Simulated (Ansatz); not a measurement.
Ta

Input file:

```
crystal:
  lattice:
    - [2.8879886116, 0.0, 0.0]
    - [-1.4439943058, 2.5010715035, 0.0]
    - [0.0, 0.0, 5.1181138655]
  atoms:
    - { symbol: Ta, position: [0.6666666667, 0.3333333333, 0.75] }
    - { symbol: Ta, position: [0.3333333333, 0.6666666667, 0.25] }
basis:
  ecutwfc: 500
kpoints:
  mp_grid: { grid: [12, 12, 8] }
hamiltonian:
  xc: r2scan
scf:
  occupations: { method: gaussian, width: 0.15 }
output:
  forces: true
  stress: true
  eigenvalues: true
  write_density: true
  write_potential: true
  elf: true
  volumetric_format: npy
```

Run with:

```sh
ansatz run input.yaml --threads 2 --pin off --max-ram 5120MiB --backend cpu --events-out ev --progress --plain --runs-dir out
```

Below, planes, directions and counts refer to the conventional cell (a = 2.89 Å, b = 2.89 Å, c = 5.12 Å, α = 90.00°, β = 90.00°, γ = 120.00°).

Space group P6₃/mmc; a structure from a database of computed crystals, not necessarily the ambient phase.

Method: DFT r2SCAN, scalar-relativistic, plane waves, PAW in Ansatz.

Question: What can the converged valence pseudo-density and electron localisation function tell about the bonding?

Answer: Ta–Ta (2.89 Å): the density is about 0.3 e/Å³ at the midpoint; the ELF is about 0.30 at the midpoint.

Question: Does the calculation make it a metal, or give it a gap?

Answer: It is metallic or semimetallic at this level of theory: no gap opens.

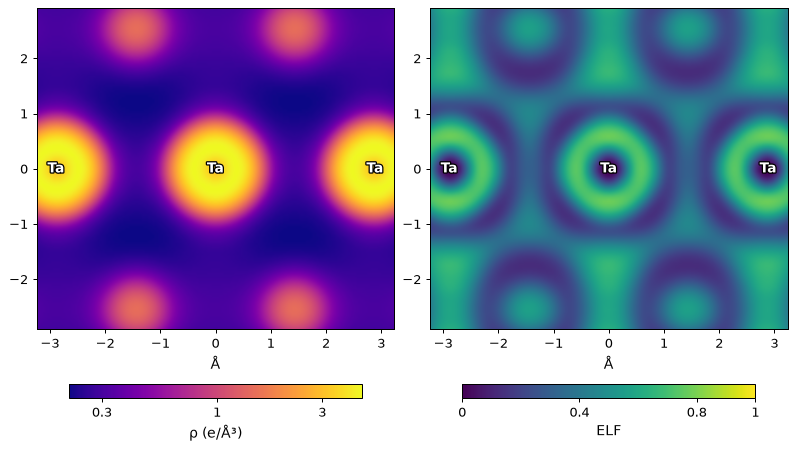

Computed valence pseudo-density and electron localisation function on the (010) plane of the conventional cell, in this order. Atoms just off the plane (Ta, 0.8 Å away) can leave unmarked features too.
